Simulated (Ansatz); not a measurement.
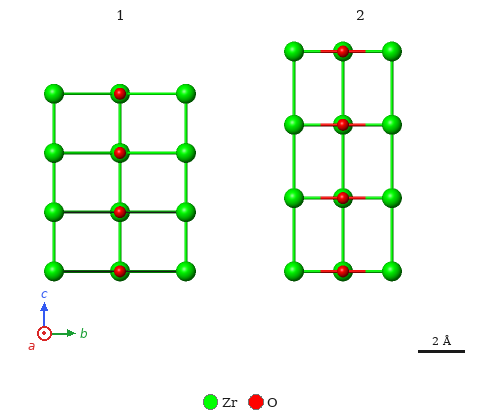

Two geometries of a crystal of ZrO (a generated structure, set up in Cmmm), drawn at one scale. One is the start of a relaxation, the other its converged end. A ball-and-stick model of the conventional cell (2 times the calculation's cell), repeated 1 × 1 × 3 with one cell outlined, seen along the a axis. Lengths and directions refer to the drawn axes.

Computed with Ansatz, Kohn-Sham DFT of a periodic cell, HSE03, Ansatz PAW. (plane-wave cutoff 420 eV; k-point mesh 5 × 5 × 5; occupations fermi-dirac; smearing width 0.05 eV; no spin polarisation; cell and atoms relaxed; force threshold 0.01 eV/Å; at most 40 steps)

**Which one is relaxed?**

Structure 2 is the relaxed one. The run lets cell and atoms move. After 15 accepted moves (18 points after the start) the energy has fallen by 1648 meV per atom. All forces vanish by symmetry, so only the cell relaxes. Pressure: 59.79 GPa at the start and 0.01 GPa at the end. At 3 points the geometry stayed and the basis and grid were re-selected for the new cell (energy shift of 72.8 meV per atom at most each time). No atom moves by more than 0.005 Å relative to the cell. The drawn cell changes as follows: a 3.653 → 4.332 Å (+18.6 %), b 5.838 → 4.332 Å (−25.8 %), c 2.620 → 3.243 Å (+23.8 %); the volume changes by +9.0 %. Some distances before and after: O–Zr 2.919 → 2.166 Å, Zr–Zr 2.620 → 3.243 Å, Zr–Zr 3.443 → 3.063 Å, O–Zr 1.827 → 2.166 Å. New bonds form, among them: O–Zr (2.92 → 2.17 Å). The space group (tolerance 0.01 Å) goes from Cmmm (No. 65) to P4/mmm (No. 123). The run took 5 min on 1 × NVIDIA H100 80GB HBM3 with 2 threads of AMD EPYC 7R13 Processor (Zen 3), on a shared host, peak memory 2 GiB.

Limits of the set-up: the k-point mesh is coarse for a cell with partly filled bands; layers or molecules are held without a dispersion correction, so their spacing is unreliable.
